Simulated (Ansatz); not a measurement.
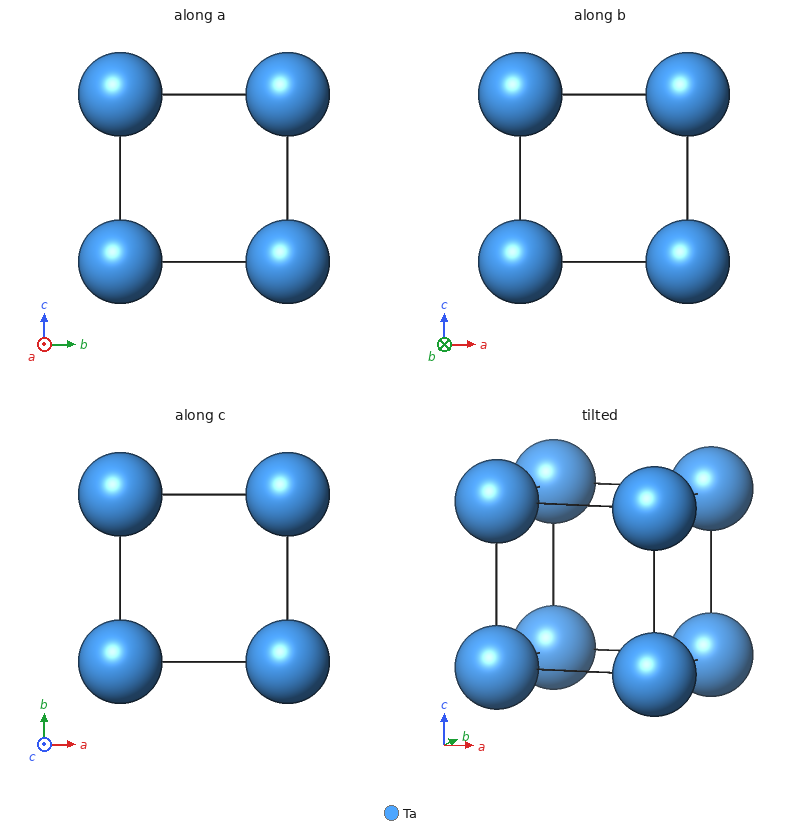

Spheres-only representation of a periodic structure, projected along the a axis, along the b axis, along the c axis and slightly off an axis. The conventional unit cell is outlined; an atom on or near a face, edge or corner is repeated at each equivalent position.

Lattice parameters: a = 2.885 Å, b = 2.885 Å, c = 2.885 Å, α = 90.00°, β = 90.00°, γ = 90.00°. Put a along x and b in the xy plane.

> Express the structure as a POSCAR file.

```
Ta
1.0
     2.885    0.000    0.000
     0.000    2.885    0.000
     0.000    0.000    2.885
Ta
1
Direct
  0.0000 0.0000 0.0000
```

Its origin is a structure type filled with this element by a generator (whether the element takes this form wasn't checked). Earlier steps of the study may have refined or changed the cell and positions. It was the input of a calculation with Ansatz.

At this level of theory the cell isn't at rest (stretched, at -12 GPa), so its distances can differ from those at equilibrium, the more so the softer the solid.
